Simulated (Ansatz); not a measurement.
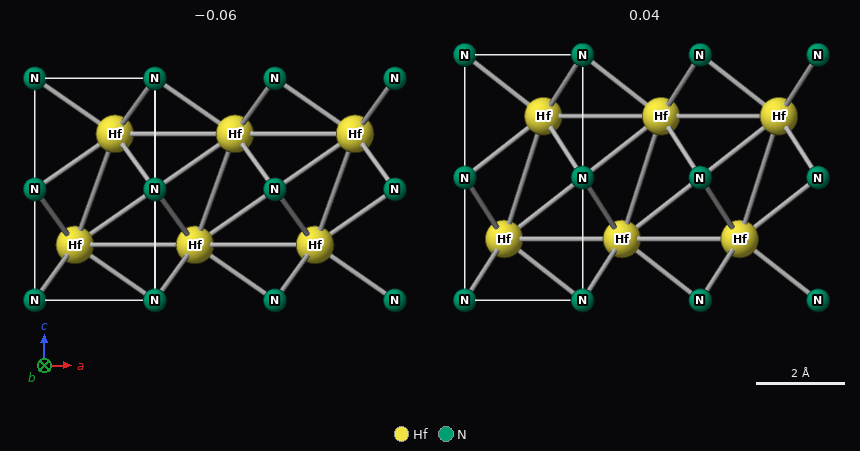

A crystal of HfN (set up in P6_3/mmc), under uniaxial strain along c (a, b relaxed, atoms fixed by symmetry), with energies (extrapolated to zero smearing) counted from the relaxed crystal, which is the row at zero. The picture shows the first and the last member. Style: ball-and-stick. Shown: the cell of the calculation, repeated 3 × 1 × 1 with one cell outlined, along the b axis.

Computed with Ansatz 0.2.0: DFT PBEsol, scalar-relativistic, plane waves, PAW. Settings: plane-wave cutoff 420 eV; k-point mesh 18 × 18 × 10; occupations gaussian; smearing width 0.1 eV; no spin polarisation; force threshold 0.008 eV/Å.

```
strain  energy (meV/atom)  a (Å)  c (Å)
 −0.06              74.48  3.165  5.067
 −0.04                  ?      ?      ?
 −0.02               7.80  3.140  5.283
   0.0               0.00  3.128  5.391
  0.02               7.07  3.115  5.499
  0.04              27.66  3.104  5.607
```

### Fill in the missing row.

A parabola through three neighbouring rows (−0.06, −0.02, 0.0) gives, with Lagrange weights, (0.3333)(74.48) + (1.0000)(7.80) + (−0.3333)(0.00) = 32.62 meV/atom. The calculation gives 31.90 meV/atom (a = 3.152 Å, c = 5.175 Å). The estimate is 0.72 meV/atom too high. From the first member to the last: Hf–Hf 3.124 → 3.327 Å, Hf–Hf 3.165 → 3.104 Å, Hf–N 2.223 → 2.275 Å.

The whole series:

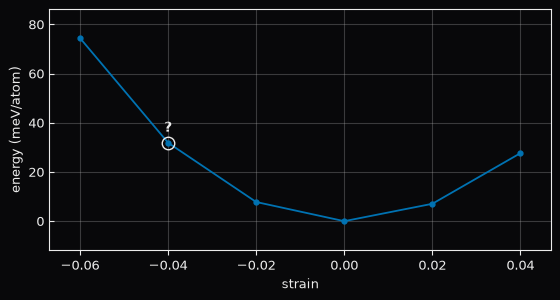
